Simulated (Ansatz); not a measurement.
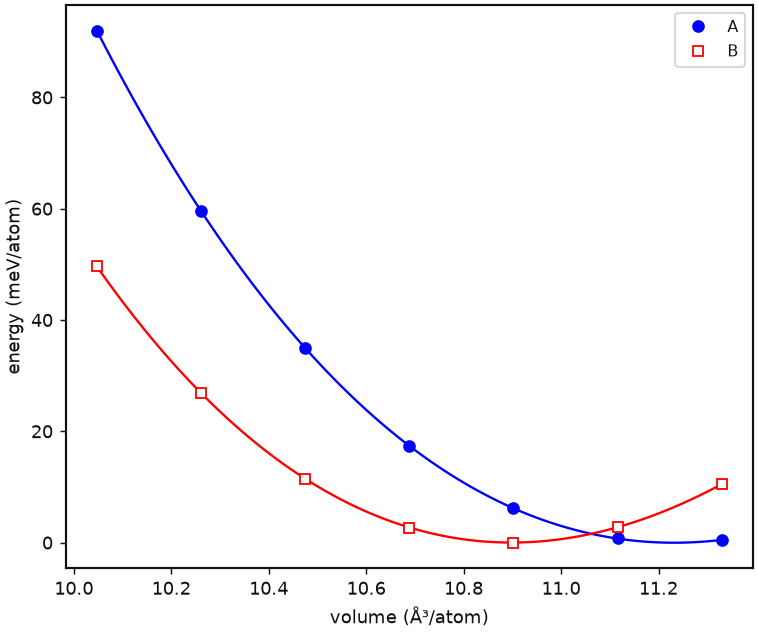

The figure compares two calculations of the energy against volume, each curve from its own zero. The first is for Co, space group P6_3/mmc (No. 194).

The cell holds 4 atoms.

Method: plane-wave DFT, collinear spins; energies at scaled volumes of the given cell, shape and fractions fixed, counted from the fit's minimum, third-order Birch-Murnaghan fit (Ansatz 0.2.0). Level: RPBE, collinear spin.

- k mesh: 12×12×4
- occupations: Fermi–Dirac
- smearing width: 0.05 eV
- potentials: Ansatz PAW
- wave cutoff: 420 eV
- density cutoff: 1680 eV

In the second, the level changes from RPBE to BPBE.

Which of A and B is the second calculation, and what did the change do?

Answer. B. The equilibrium volume falls from 11.23 to 10.90 Å³/atom (−2.9 %) and the bulk modulus rises from 195 to 210 GPa (+7.7 %).

For both, limits of the calculation: the functional was run on potentials made for another functional; shape and atomic fractions are frozen while scaling, which makes layered, chain and framework solids too stiff.

V0 and the bulk modulus come from third-order Birch–Murnaghan fits.
